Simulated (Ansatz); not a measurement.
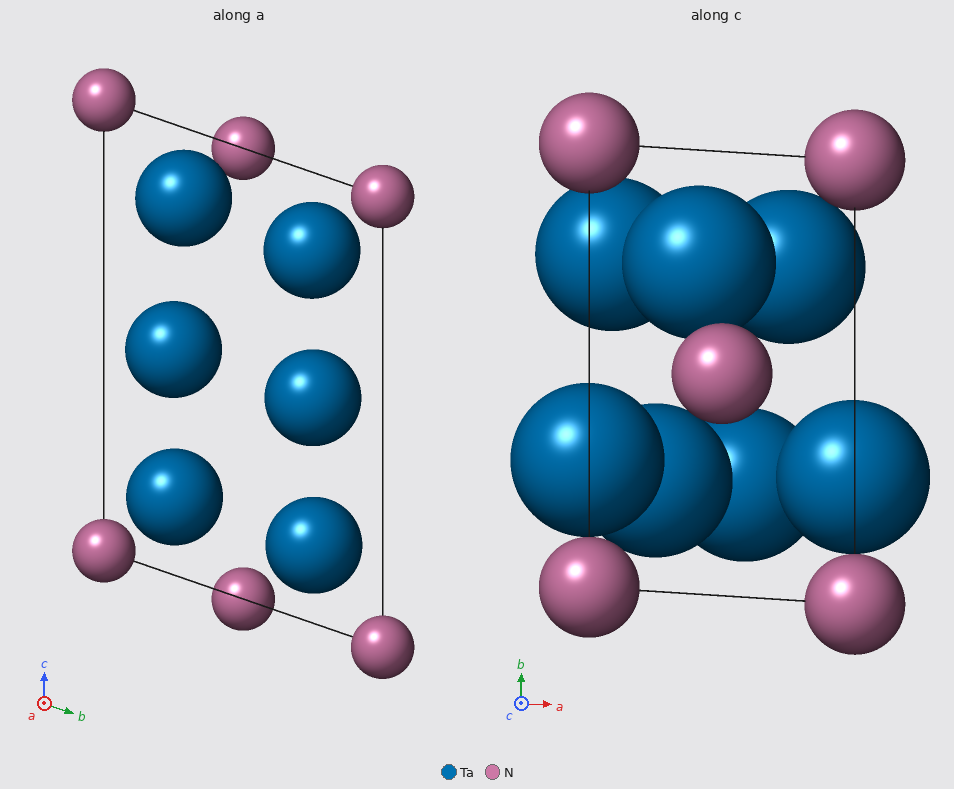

We look at a spheres-only model of the crystal along the a axis and along the c axis. The lines enclose the unit cell; boundary atoms appear with their images.

Ta$_{3}$N, a = 3.02 Å, b = 5.23 Å, c = 8.14 Å, α = 108.75°, β = 100.70°, γ = 90.00°.

Run with DFT PBE, scalar-relativistic, plane waves, PAW (Ansatz) and these settings: plane-wave cutoff 420 eV, a 12×12×12 sampling of the Brillouin zone, Gaussian smearing of 0.15 eV, no spin polarisation.

**What does the calculation say: metal or gapped?**

A metal: bands cross the Fermi level.

**How far is the cell from zero pressure?**

The computed pressure is 4.4 GPa (compressed: it would expand). The stress isn't hydrostatic: its largest component is 5.5 GPa.

The initial geometry was a structure listed in the Materials Project. The cell was then strained or its atoms displaced on purpose. It went into a calculation with Ansatz.

At this level of theory the run's own cell isn't at rest (compressed, at 4 GPa and forces up to 5.8 eV/Å), so its distances can differ from those at equilibrium, the more so the softer the solid.
